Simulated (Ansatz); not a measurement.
# Fermi surface of Ga in space group Cmce

```
CELL_PARAMETERS angstrom
2.26150 -3.83050 0.00000
2.26150 3.83050 0.00000
0.00000 0.00000 4.52400
ATOMIC_POSITIONS crystal
Ga 0.84510 0.15490 0.08100
Ga 0.65490 0.34510 0.58100
Ga 0.15490 0.84510 0.91900
Ga 0.34510 0.65490 0.41900
```

Theory: Ansatz, DFT PBEsol, scalar-relativistic, plane waves, PAW; levels and slopes on a dense k mesh at the converged density. No spin polarisation. The levels come from a k mesh of 20×20×18 points. The geometry was not relaxed.

## 1. The sheets

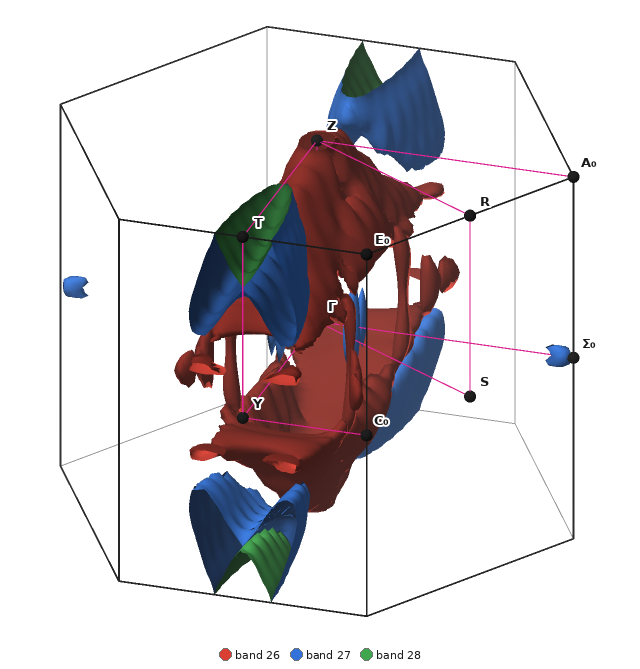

Fermi surface of this crystal. Each colour is one band. The brighter face of a sheet looks towards empty states.

Question: Describe the Fermi surface sheet by sheet.

Answer: Three bands cross the Fermi level. One further band (25) crosses it only in tiny pockets, up to 49 meV deep, and is left out of the picture of the sheets.

Band 26: one open hole tube parallel to Γ–Z and specks under 0.04 % of the zone, which the mesh doesn't resolve and which may come from the interpolation.
Band 27: one electron pocket centred at T (4.0 % of the zone) and specks under 0.04 % of the zone, which the mesh doesn't resolve and which may come from the interpolation.
Band 28: one electron pocket centred at T (0.83 % of the zone).
A pocket cut by a face of the zone is counted once with the part on the opposite face.
The shape of the surface of band 26 changes its kind within 0.04 eV of this level, so small parts may appear, vanish, join or separate.

Question: What does the calculation give for N(E_F) and the Drude plasma frequency?

Answer: The density of states at the Fermi level is 0.91 states/eV per primitive cell. The intraband plasma frequencies along the cartesian axes x, y and z of the cell as given are 6.1, 2.5 and 4.4 eV.

## 2. Speeds

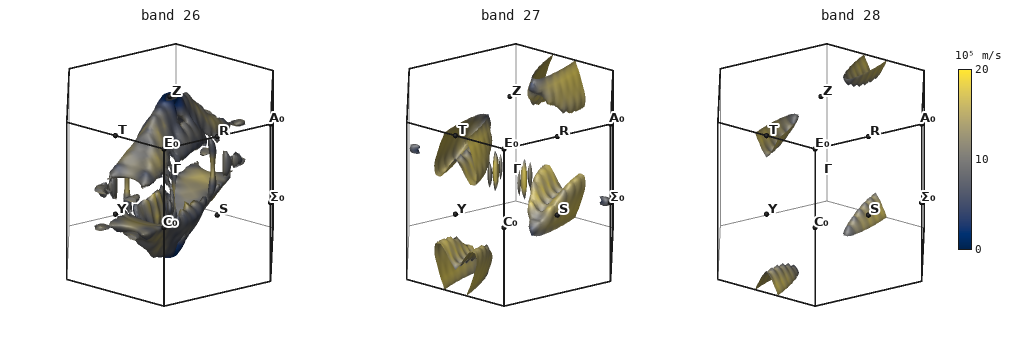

Fermi surface of this crystal, coloured by the Fermi speed.

Question: Give the range and mean of the Fermi speed for each band.

Answer: Band 26: 5.1 to 15 × 10⁵ m/s over most of the sheet, 9.7 × 10⁵ m/s on average over states. Band 27: 9.0 to 17 × 10⁵ m/s over most of the sheet, 13 × 10⁵ m/s on average over states. Band 28: 8.3 to 17 × 10⁵ m/s over most of the sheet, 13 × 10⁵ m/s on average over states.

Question: Which of these bands adds most to the density of states at the Fermi level?

Answer: Band 26, with 0.65 of 0.91 states/eV per cell.

## 3. Cuts and bands

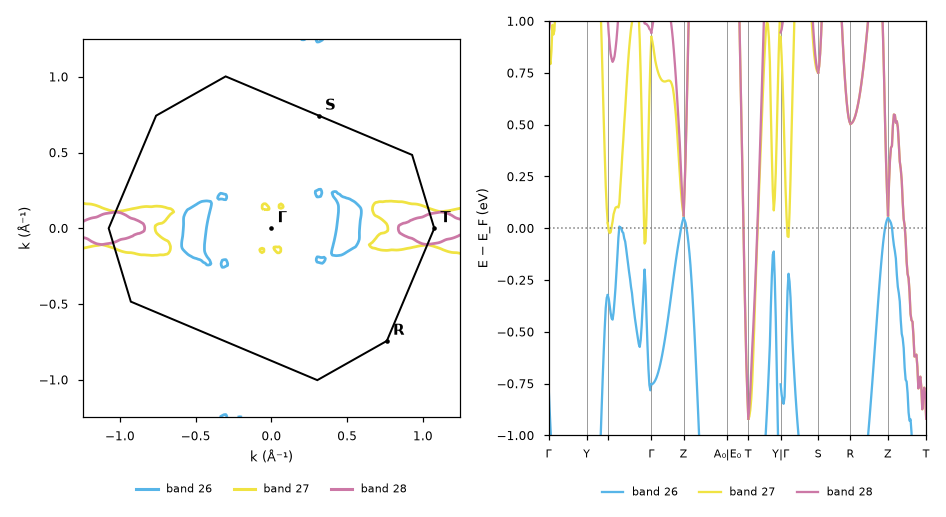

This crystal: cut through the Fermi surface in the plane through Γ, T and S, and the bands that cross the Fermi level.

Question: Give each band's level at the labelled points, in eV from the Fermi level.

Answer:
| band | Γ | Y | T | Z | S | R |
| --- | --- | --- | --- | --- | --- | --- |
| band 26 | −0.75 | below | below | +0.05 | below | below |
| band 27 | +0.92 | above | −0.92 | +0.06 | +0.75 | +0.50 |
| band 28 | +0.94 | above | −0.92 | +0.06 | +0.75 | +0.50 |

Negative values are filled states; "above" and "below" lie outside the plotted window.

Necks and pockets thinner than about two mesh steps aren't resolved, so separate pockets may in truth be joined.

Cost: 2.1 min on 1 thread of Arm Neoverse V2, on a shared host, peak memory 1.3 GiB.
